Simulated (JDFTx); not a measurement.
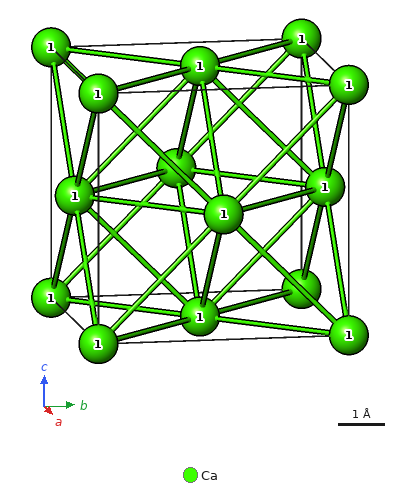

Figure 1. The starting structure (ball-and-stick view of the cell 4 times as large as that of the calculation, set on its symmetry axes, seen slightly off an axis; atoms are numbered from 1 in the order of the input). An atom can appear more than once, as a periodic image.

Geometry relaxation of Ca (part 1 of 2)

System: Ca (Fm-3m, 1 atom in the cell).
Method: Kohn-Sham DFT of a periodic cell, PBE, SPMS-PBE-1.0, no spin polarisation (JDFTx 1.7.0 (patched build)).

The structure derives from an entry of the Crystallography Open Database.

### Input file
```
lattice \
    0.0000000000     5.2802727374     5.2802727374 \
    5.2802727374     0.0000000000     5.2802727374 \
    5.2802727374     5.2802727374     0.0000000000
coords-type Cartesian
ion Ca     0.0000000000     0.0000000000     0.0000000000 1

ion-species pseudo/Ca.upf
elec-cutoff 40
elec-ex-corr gga-PBE
kpoint-folding 8 8 8
elec-smearing Fermi 0.0018374661
elec-n-bands 10
electronic-SCF nIterations 100 energyDiffThreshold 1e-09
electronic-minimize nIterations 30 energyDiffThreshold 1e-7
forces-output-coords Cartesian
lattice-minimize nIterations 40 energyDiffThreshold 1e-6

dump-name run.$VAR
dump End Ecomponents EigStats BandEigs Kpoints Forces Stress
```

Launch command:
```bash
jdftx -c 1 -i Ca.in -o Ca.out
```

### The program's output
```
*************** JDFTx 1.7.0 (patched build) ***************

Input parsed successfully to the following command list (including defaults):
[... the input with its defaults ...]

---------- Setting up symmetries ----------

Found 48 point-group symmetries of the bravais lattice
Found 48 space-group symmetries with basis
Applied RMS atom displacement 0 bohrs to make symmetries exact.

---------- Initializing the Grid ----------
R =
[            0      5.28027      5.28027  ]
[      5.28027            0      5.28027  ]
[      5.28027      5.28027            0  ]
unit cell volume = 294.442
G =
[  -0.594968   0.594968   0.594968  ]
[   0.594968  -0.594968   0.594968  ]
[   0.594968   0.594968  -0.594968  ]
Minimum fftbox size, Smin = [  44  44  44  ]
Chosen fftbox size, S = [  48  48  48  ]

---------- Exchange Correlation functional ----------
Initalized PBE GGA exchange.
Initalized PBE GGA correlation.

---------- Setting up pseudopotentials ----------
Width of ionic core gaussian charges (only for fluid interactions / plotting) set to 0

Reading pseudopotential file 'pseudo/Ca.upf':
  'Ca' pseudopotential, 'PBE' functional
  Generated using ONCVPSP code by D. R. Hamann
  10 valence electrons, 3 orbitals, 6 projectors, 1001 radial grid points, with lMax = 2
    3S    l: 0   occupation:  2.0   eigenvalue: -1.730591
    3P    l: 1   occupation:  6.0   eigenvalue: -1.029278
    4S    l: 0   occupation:  2.0   eigenvalue: -0.138412
  Core radius for overlap checks: 2.55 bohrs.

Initialized 1 species with 1 total atoms.

Folded 1 k-points by 8x8x8 to 512 k-points.

---------- Setting up k-points, bands, fillings ----------
Reduced to 29 k-points under symmetry.
Computing the number of bands and number of electrons
Calculating initial fillings.
nElectrons:  10.000000   nBands: 10   nStates: 29

----- Setting up reduced wavefunction bases (one per k-point) -----
average nbasis = 3556.736 , ideal nbasis = 3557.812

---------- Setting up ewald sum ----------
Optimum gaussian width for ewald sums = 2.691898 bohr.
Real space sum over 2197 unit cells with max indices [  6  6  6  ]
Reciprocal space sum over 2197 terms with max indices [  6  6  6  ]

---------- Allocating electronic variables ----------
Initializing wave functions:  linear combination of atomic orbitals
Note: number of bands (10) exceeds available atomic orbitals (5)
Ca pseudo-atom occupations:   s ( 2 2 )  p ( 6 )
	FillingsUpdate:  mu: +0.283304904  nElectrons: 10.000000
LCAOMinimize: Iter:   0  F: -36.8553392641184843  |grad|_K:  1.003e-04  alpha:  1.000e+00
	FillingsUpdate:  mu: +0.283318332  nElectrons: 10.000000
LCAOMinimize: Iter:   1  F: -36.8553518752765967  |grad|_K:  4.829e-06  alpha:  8.662e-01  linmin: -5.978e-03  cgtest:  7.380e-02
LCAOMinimize: Encountered beta<0, resetting CG.
	FillingsUpdate:  mu: +0.283318247  nElectrons: 10.000000
LCAOMinimize: Iter:   2  F: -36.8553519092351678  |grad|_K:  2.177e-07  alpha:  1.004e+00  linmin:  1.889e-03  cgtest: -3.040e-03
	FillingsUpdate:  mu: +0.283318271  nElectrons: 10.000000
LCAOMinimize: Iter:   3  F: -36.8553519092945123  |grad|_K:  4.595e-09  alpha:  8.696e-01  linmin:  6.084e-03  cgtest: -3.143e-02
LCAOMinimize: Converged (|Delta F|<1.000000e-06 for 2 iters).

--------- Lattice Minimization ---------

-------- Electronic minimization -----------
Will mix electronic density at each iteration.
	FillingsUpdate:  mu: +0.283318271  nElectrons: 10.000000
	FillingsUpdate:  mu: +0.183309240  nElectrons: 10.000000
SCF: Cycle:  0   F: -36.912810075862467   dF: -5.746e-02   |Residual|: 1.368e-02   |deigs|: 1.367e-01
	FillingsUpdate:  mu: +0.175397427  nElectrons: 10.000000
SCF: Cycle:  1   F: -36.920250692275566   dF: -7.441e-03   |Residual|: 1.273e-02   |deigs|: 3.968e-02
	FillingsUpdate:  mu: +0.173045979  nElectrons: 10.000000
SCF: Cycle:  2   F: -36.922376089630028   dF: -2.125e-03   |Residual|: 1.384e-02   |deigs|: 1.427e-02
	FillingsUpdate:  mu: +0.172345929  nElectrons: 10.000000
SCF: Cycle:  3   F: -36.922704931907539   dF: -3.288e-04   |Residual|: 1.641e-02   |deigs|: 6.635e-03
	FillingsUpdate:  mu: +0.174863884  nElectrons: 10.000000
SCF: Cycle:  4   F: -36.922891860730438   dF: -1.869e-04   |Residual|: 8.134e-03   |deigs|: 1.129e-02
	FillingsUpdate:  mu: +0.173303442  nElectrons: 10.000000
SCF: Cycle:  5   F: -36.922900010882586   dF: -8.150e-06   |Residual|: 6.950e-03   |deigs|: 8.016e-03
	FillingsUpdate:  mu: +0.173852965  nElectrons: 10.000000
SCF: Cycle:  6   F: -36.922930922290305   dF: -3.091e-05   |Residual|: 2.478e-03   |deigs|: 2.622e-03
	FillingsUpdate:  mu: +0.173870486  nElectrons: 10.000000
SCF: Cycle:  7   F: -36.922933336527393   dF: -2.414e-06   |Residual|: 2.298e-03   |deigs|: 1.261e-03
	FillingsUpdate:  mu: +0.173974620  nElectrons: 10.000000
SCF: Cycle:  8   F: -36.922936893808846   dF: -3.557e-06   |Residual|: 1.517e-03   |deigs|: 1.104e-03
	FillingsUpdate:  mu: +0.173978853  nElectrons: 10.000000
SCF: Cycle:  9   F: -36.922937126937320   dF: -2.331e-07   |Residual|: 1.487e-03   |deigs|: 1.153e-03
	FillingsUpdate:  mu: +0.173989840  nElectrons: 10.000000
SCF: Cycle: 10   F: -36.922937499072688   dF: -3.721e-07   |Residual|: 1.392e-03   |deigs|: 1.163e-03
	FillingsUpdate:  mu: +0.174156120  nElectrons: 10.000000
SCF: Cycle: 11   F: -36.922939485184955   dF: -1.986e-06   |Residual|: 2.243e-04   |deigs|: 2.297e-03
	FillingsUpdate:  mu: +0.174127946  nElectrons: 10.000000
SCF: Cycle: 12   F: -36.922939427713750   dF: +5.747e-08   |Residual|: 3.238e-04   |deigs|: 7.879e-04
	FillingsUpdate:  mu: +0.174166454  nElectrons: 10.000000
SCF: Cycle: 13   F: -36.922939554656352   dF: -1.269e-07   |Residual|: 3.153e-05   |deigs|: 8.182e-04
	FillingsUpdate:  mu: +0.174168520  nElectrons: 10.000000
SCF: Cycle: 14   F: -36.922939561635722   dF: -6.979e-09   |Residual|: 1.391e-05   |deigs|: 4.466e-04
	FillingsUpdate:  mu: +0.174167774  nElectrons: 10.000000
SCF: Cycle: 15   F: -36.922939563340748   dF: -1.705e-09   |Residual|: 5.951e-05   |deigs|: 6.126e-04
	FillingsUpdate:  mu: +0.174169292  nElectrons: 10.000000
SCF: Cycle: 16   F: -36.922939565135621   dF: -1.795e-09   |Residual|: 6.894e-06   |deigs|: 6.993e-04
	FillingsUpdate:  mu: +0.174169085  nElectrons: 10.000000
SCF: Cycle: 17   F: -36.922939565535067   dF: -3.994e-10   |Residual|: 5.980e-06   |deigs|: 5.889e-04
	FillingsUpdate:  mu: +0.174169108  nElectrons: 10.000000
SCF: Cycle: 18   F: -36.922939565722928   dF: -1.879e-10   |Residual|: 4.184e-06   |deigs|: 3.339e-04
SCF: Converged (|Delta E|<1.000000e-09 for 2 iters).

Setting wave functions to eigenvectors of Hamiltonian
# Lattice vectors:
R =
[            0      5.28027      5.28027  ]
[      5.28027            0      5.28027  ]
[      5.28027      5.28027            0  ]
unit cell volume = 294.442

# Strain tensor in Cartesian coordinates:
[            0            0            0  ]
[            0            0            0  ]
[            0            0            0  ]

# Stress tensor in Cartesian coordinates [Eh/a0^3]:
[  2.05177e-05            0            0  ]
[            0  2.05177e-05            0  ]
[            0            0  2.05177e-05  ]

# Ionic positions in cartesian coordinates:
ion Ca   0.000000000000000   0.000000000000000   0.000000000000000 1

# Forces in Cartesian coordinates:
force Ca  -0.000000000000000  -0.000000000000000  -0.000000000000000 1

# Energy components:
   Eewald =      -21.7075059477485617
       EH =       10.0442343124201177
     Eloc =      -30.7617094419325419
      Enl =       -1.4957783969621641
      Exc =       -7.3846276765430012
 Exc_core =        1.8791793683282667
       KE =       12.5037114314905633
-------------------------------------
     Etot =      -36.9224963509473199
       TS =        0.0004432147756045
-------------------------------------
        F =      -36.9229395657229276

LatticeMinimize: Iter:   0  F: -36.922939565722928  |grad|_K:  1.573e-03

#--- Lowdin population analysis ---
# oxidation-state Ca +0.504

-------- Electronic minimization -----------
Will mix electronic density at each iteration.
	FillingsUpdate:  mu: +0.174169108  nElectrons: 10.000000
	FillingsUpdate:  mu: +0.174272157  nElectrons: 10.000000
SCF: Cycle:  0   F: -36.922942001467312   dF: -4.039e-07   |Residual|: 1.177e-05   |deigs|: 1.243e-04
	FillingsUpdate:  mu: +0.174272139  nElectrons: 10.000000
SCF: Cycle:  1   F: -36.922942036434719   dF: -3.497e-08   |Residual|: 1.079e-05   |deigs|: 7.910e-05
	FillingsUpdate:  mu: +0.174271970  nElectrons: 10.000000
SCF: Cycle:  2   F: -36.922942037428371   dF: -9.937e-10   |Residual|: 7.572e-06   |deigs|: 7.182e-05
	FillingsUpdate:  mu: +0.174271552  nElectrons: 10.000000
SCF: Cycle:  3   F: -36.922942037841615   dF: -4.132e-10   |Residual|: 2.831e-06   |deigs|: 1.919e-04
SCF: Converged (|Delta E|<1.000000e-09 for 2 iters).

Setting wave functions to eigenvectors of Hamiltonian
LatticeMinimize: 	Wolfe criterion not satisfied: alpha: 1  (E-E0)/|gdotd0|: -0.999288  gdotd/gdotd0: 0.994978 (taking cubic step)

-------- Electronic minimization -----------
Will mix electronic density at each iteration.
	FillingsUpdate:  mu: +0.174271552  nElectrons: 10.000000
	FillingsUpdate:  mu: +0.174478891  nElectrons: 10.000000
SCF: Cycle:  0   F: -36.922946843622022   dF: -1.705e-06   |Residual|: 2.744e-05   |deigs|: 1.879e-04
	FillingsUpdate:  mu: +0.174478610  nElectrons: 10.000000
SCF: Cycle:  1   F: -36.922946900697617   dF: -5.708e-08   |Residual|: 2.504e-05   |deigs|: 9.453e-05
	FillingsUpdate:  mu: +0.174477994  nElectrons: 10.000000
SCF: Cycle:  2   F: -36.922946903328182   dF: -2.631e-09   |Residual|: 1.413e-05   |deigs|: 6.556e-05
	FillingsUpdate:  mu: +0.174477137  nElectrons: 10.000000
SCF: Cycle:  3   F: -36.922946904385668   dF: -1.057e-09   |Residual|: 5.145e-06   |deigs|: 1.681e-04
	FillingsUpdate:  mu: +0.174477160  nElectrons: 10.000000
SCF: Cycle:  4   F: -36.922946904556106   dF: -1.704e-10   |Residual|: 3.638e-06   |deigs|: 2.130e-04
	FillingsUpdate:  mu: +0.174476833  nElectrons: 10.000000
SCF: Cycle:  5   F: -36.922946904597318   dF: -4.121e-11   |Residual|: 1.574e-06   |deigs|: 2.352e-04
SCF: Converged (|Delta E|<1.000000e-09 for 2 iters).

Setting wave functions to eigenvectors of Hamiltonian
LatticeMinimize: 	Wolfe criterion not satisfied: alpha: 3  (E-E0)/|gdotd0|: -2.96654  gdotd/gdotd0: 0.973678 (taking cubic step)

-------- Electronic minimization -----------
Will mix electronic density at each iteration.
	FillingsUpdate:  mu: +0.174476833  nElectrons: 10.000000
	FillingsUpdate:  mu: +0.174892079  nElectrons: 10.000000
SCF: Cycle:  0   F: -36.922956290141691   dF: -7.058e-06   |Residual|: 7.073e-05   |deigs|: 2.367e-04
	FillingsUpdate:  mu: +0.174891043  nElectrons: 10.000000
SCF: Cycle:  1   F: -36.922956311525517   dF: -2.138e-08   |Residual|: 4.351e-05   |deigs|: 7.894e-05
	FillingsUpdate:  mu: +0.174888680  nElectrons: 10.000000
SCF: Cycle:  2   F: -36.922956322890919   dF: -1.137e-08   |Residual|: 1.928e-05   |deigs|: 1.778e-04
	FillingsUpdate:  mu: +0.174889043  nElectrons: 10.000000
SCF: Cycle:  3   F: -36.922956324698163   dF: -1.807e-09   |Residual|: 1.150e-05   |deigs|: 1.992e-04
	FillingsUpdate:  mu: +0.174889343  nElectrons: 10.000000
SCF: Cycle:  4   F: -36.922956325144234   dF: -4.461e-10   |Residual|: 2.137e-05   |deigs|: 4.457e-04
	FillingsUpdate:  mu: +0.174888580  nElectrons: 10.000000
SCF: Cycle:  5   F: -36.922956325260571   dF: -1.163e-10   |Residual|: 3.424e-06   |deigs|: 3.202e-04
SCF: Converged (|Delta E|<1.000000e-09 for 2 iters).

Setting wave functions to eigenvectors of Hamiltonian
LatticeMinimize: 	Wolfe criterion not satisfied: alpha: 7  (E-E0)/|gdotd0|: -6.7746  gdotd/gdotd0: 0.927215 (taking cubic step)

-------- Electronic minimization -----------
Will mix electronic density at each iteration.
	FillingsUpdate:  mu: +0.174888580  nElectrons: 10.000000
	FillingsUpdate:  mu: +0.175720791  nElectrons: 10.000000
SCF: Cycle:  0   F: -36.922973793822173   dF: -2.854e-05   |Residual|: 1.464e-04   |deigs|: 2.322e-04
	FillingsUpdate:  mu: +0.175718587  nElectrons: 10.000000
SCF: Cycle:  1   F: -36.922973834204164   dF: -4.038e-08   |Residual|: 8.774e-05   |deigs|: 5.690e-05
	FillingsUpdate:  mu: +0.175714129  nElectrons: 10.000000
SCF: Cycle:  2   F: -36.922973861918805   dF: -2.771e-08   |Residual|: 3.676e-05   |deigs|: 1.028e-04
	FillingsUpdate:  mu: +0.175714894  nElectrons: 10.000000
SCF: Cycle:  3   F: -36.922973867891237   dF: -5.972e-09   |Residual|: 2.102e-05   |deigs|: 9.039e-05
	FillingsUpdate:  mu: +0.175714822  nElectrons: 10.000000
SCF: Cycle:  4   F: -36.922973869882775   dF: -1.992e-09   |Residual|: 2.109e-05   |deigs|: 2.443e-04
	FillingsUpdate:  mu: +0.175716688  nElectrons: 10.000000
SCF: Cycle:  5   F: -36.922973869546134   dF: +3.366e-10   |Residual|: 3.702e-05   |deigs|: 2.971e-04
	FillingsUpdate:  mu: +0.175721232  nElectrons: 10.000000
SCF: Cycle:  6   F: -36.922973866604252   dF: +2.942e-09   |Residual|: 8.181e-05   |deigs|: 1.785e-04
	FillingsUpdate:  mu: +0.175715631  nElectrons: 10.000000
SCF: Cycle:  7   F: -36.922973870013273   dF: -3.409e-09   |Residual|: 2.337e-05   |deigs|: 1.455e-04
	FillingsUpdate:  mu: +0.175717290  nElectrons: 10.000000
SCF: Cycle:  8   F: -36.922973869615738   dF: +3.975e-10   |Residual|: 4.172e-05   |deigs|: 6.304e-05
	FillingsUpdate:  mu: +0.175714026  nElectrons: 10.000000
SCF: Cycle:  9   F: -36.922973870590063   dF: -9.743e-10   |Residual|: 8.075e-06   |deigs|: 1.948e-04
	FillingsUpdate:  mu: +0.175713100  nElectrons: 10.000000
SCF: Cycle: 10   F: -36.922973870630486   dF: -4.042e-11   |Residual|: 2.830e-06   |deigs|: 8.219e-05
SCF: Converged (|Delta E|<1.000000e-09 for 2 iters).

Setting wave functions to eigenvectors of Hamiltonian
# Lattice vectors:
R =
[            0      5.26947      5.26947  ]
[      5.26947            0      5.26947  ]
[      5.26947      5.26947            0  ]
unit cell volume = 292.638

# Strain tensor in Cartesian coordinates:
[  -0.00204618            0            0  ]
[            0  -0.00204618            0  ]
[            0            0  -0.00204618  ]

# Stress tensor in Cartesian coordinates [Eh/a0^3]:
[  1.74211e-05            0            0  ]
[            0  1.74211e-05            0  ]
[            0            0  1.74211e-05  ]
```
